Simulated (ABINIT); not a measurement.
## BN (P6_3/mmc): refractive index against wavelength

The refractive index of BN (P6_3/mmc) along x below the direct gap (4.55 eV on the mesh) is read from one computed spectrum, n = √(Re ε). x, y and z are the Cartesian axes of the input cell.

Cell: a, b, c = 2.498, 2.498, 6.636 Å (primitive vectors), 4 atoms.

Method: ABINIT 10.8.3, LDA, independent particles, k-mesh 15×15×5, Lorentzian half width 0.04 eV.

Launch of the response step: `optic optic.abi`. The run took 63 s, its band step included, on 4 threads of Intel(R) Xeon(R) Processor @ 2.70GHz (shared host).

| wavelength (nm) | photon energy E (eV) | n |
| --- | --- | --- |
| 1064 | 1.165 | 2.2319 |
| 850 | 1.459 | 2.2479 |
| 700 | 1.771 | 2.2699 |
| 633 | 1.959 | 2.2860 |
| 532 | 2.331 | 2.3257 |
| 450 | 2.755 | 2.3870 |
| 405 | 3.061 | ? |

In the single-oscillator model n² − 1 = E₀E_d/(E₀² − E²), so 1/(n² − 1) = E₀/E_d − E²/(E₀E_d) is linear in E².

Working, on the rows shown:

| x = E² (eV²) | y = 1/(n² − 1) |
| --- | --- |
| 1.35784 | 0.251169 |
| 2.12762 | 0.246728 |
| 3.13716 | 0.240822 |
| 3.83641 | 0.236642 |
| 5.43137 | 0.226815 |
| 7.59115 | 0.212867 |

Means: x̄ = 3.9136, ȳ = 0.23584. Σ(x − x̄)(y − ȳ) = -0.1607, Σ(x − x̄)² = 26.16. Slope = -0.1607 / 26.16 = -0.006145; intercept = ȳ − slope · x̄ = 0.25989. Turned back into n, the line misses the rows shown by at most 0.0017.

Problem. What does the fit predict for the withheld row, and how well does it do?

Solution. At x = 9.3718 the line gives y = 0.2023, that is 2.4379. The run gave 2.4462, so the extrapolation is off by 0.0083, 4 % of the range in the table.

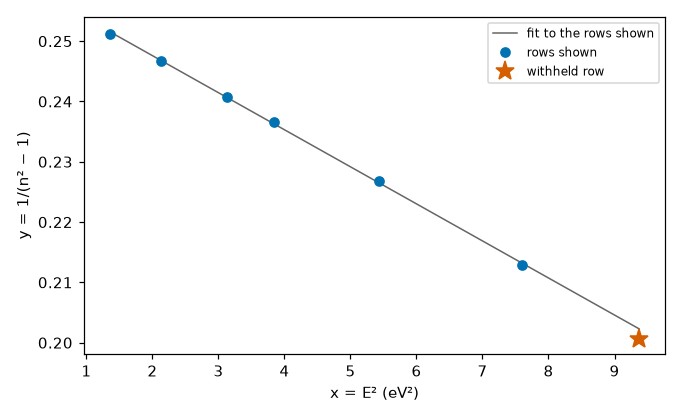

Refitted with all rows, the slope is -0.006294 and the intercept 0.26035. These give E₀ = √(intercept/−slope) = 6.43 eV and E_d = E₀/intercept = 24.7 eV; E₀ is 1.4 times the direct gap. The electronic limit at long wavelengths, without lattice vibrations, is n = √(1 + 1/intercept) = 2.200. The cell comes from an older database entry, whose edges can be off by a per cent or so. Excitons are left out and so are local fields; LDA gaps are as a rule too small. The values come from a sum over the points of one k-mesh and carry its error, which grows as the direct gap shrinks.
